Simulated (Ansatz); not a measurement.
System: N, space group Fm-3m (No. 225).

The given structure:
```
CELL_PARAMETERS angstrom
4.83078 0.00000 0.00000
0.00000 4.83078 0.00000
0.00000 0.00000 4.83078
ATOMIC_POSITIONS crystal
N 0.99998 0.99998 0.99998
N 0.50002 0.00002 0.49998
N 0.49998 0.50002 0.00002
N 0.00002 0.49998 0.50002
```

Input of one of the runs behind the figure:
```
crystal:
  lattice:
    - [4.8307753776, 0.0, 0.0]
    - [0.0, 4.8307753776, 0.0]
    - [0.0, 0.0, 4.8307753776]
  atoms:
    - { symbol: "N", position: [-2.21095e-05, -2.21095e-05, -2.21095e-05], spin: 3.15 }
    - { symbol: "N", position: [0.5000221095, 1.0000221095, 0.4999778905], spin: 3.15 }
    - { symbol: "N", position: [0.4999778905, 0.5000221095, 1.0000221095], spin: 3.15 }
    - { symbol: "N", position: [1.0000221095, 0.4999778905, 0.5000221095], spin: 3.15 }
basis:
  ecutwfc: 420
kpoints:
  mp_grid: { grid: [6, 6, 6] }
hamiltonian:
  xc: lda
scf:
  occupations: { method: gaussian, width: 0.02 }
output:
  forces: true
  stress: true
  eigenvalues: true
  populations: true
  write_density: true
  write_potential: true
  elf: true
  volumetric_format: npy
magnetization:
  spin_polarized: true
relax:
  adjacent_minimum: "off"
  f_tol: 0.005
  max_steps: 80
  cell: { stress_tol: 0.05 }
```

Run as:
```bash
ansatz run input.yaml --threads 1 --pin off --max-ram 2560MiB --backend cpu --events-out ev --progress --plain --runs-dir out
```

How it was computed, with Ansatz 0.2.0: third-order Birch-Murnaghan fit to density functional energies at scaled volumes of the given relaxed cell, shape and atoms relaxed at each volume; energies count from the fitted minimum; plane waves with PAW datasets, Γ-centred k mesh. Level: LDA, collinear spin. The state reached is ferromagnetic.

wave cutoff 420 eV; k mesh 6×6×6; occupations Gaussian; smearing width 0.02 eV.

Predict the energy above the minimum and pressure against volume. The volume takes the values 24.801, 25.647, 26.492, 27.338, 28.183, 29.029, 29.874, 31.002 Å³/atom.

A third-order Birch–Murnaghan fit gives V0 = 27.99 Å³/atom, B0 = 3.38 GPa. The energy above the minimum is 5.2 meV/atom at volume 24.801 Å³/atom and 2.6 meV/atom at 31.002 Å³/atom; the lowest computed point is at volume 28.183 Å³/atom (0.0 meV/atom), in a single well. The pressure falls from 0.60 GPa at volume 24.801 Å³/atom to −0.24 GPa at 31.002 Å³/atom, and changes sign near 28.0 Å³/atom.

```json
{"volume (Å³/atom)": "24.801", "energy above the minimum (meV/atom)": "5.2", "pressure (GPa)": "0.60"}
{"volume (Å³/atom)": "25.647", "energy above the minimum (meV/atom)": "2.6", "pressure (GPa)": "0.39"}
{"volume (Å³/atom)": "26.492", "energy above the minimum (meV/atom)": "0.9", "pressure (GPa)": "0.22"}
{"volume (Å³/atom)": "27.338", "energy above the minimum (meV/atom)": "0.2", "pressure (GPa)": "0.09"}
{"volume (Å³/atom)": "28.183", "energy above the minimum (meV/atom)": "0.0", "pressure (GPa)": "-0.02"}
{"volume (Å³/atom)": "29.029", "energy above the minimum (meV/atom)": "0.4", "pressure (GPa)": "-0.11"}
{"volume (Å³/atom)": "29.874", "energy above the minimum (meV/atom)": "1.1", "pressure (GPa)": "-0.18"}
{"volume (Å³/atom)": "31.002", "energy above the minimum (meV/atom)": "2.6", "pressure (GPa)": "-0.24"}
```

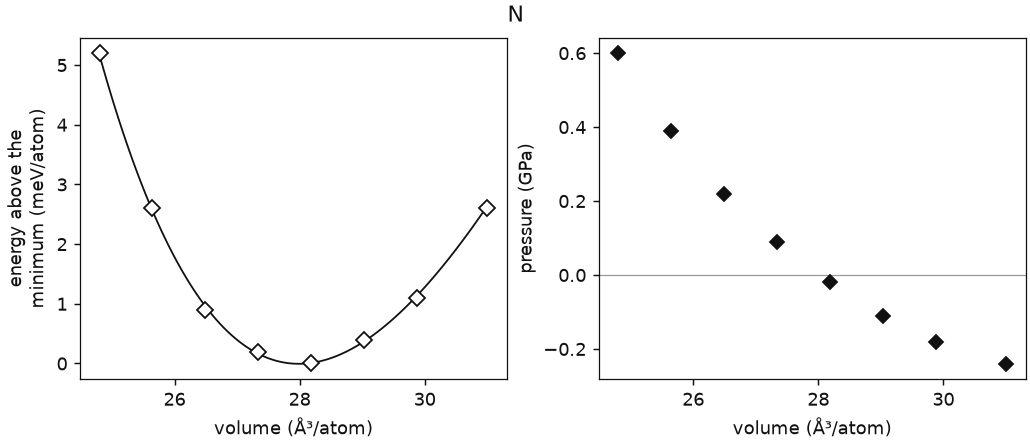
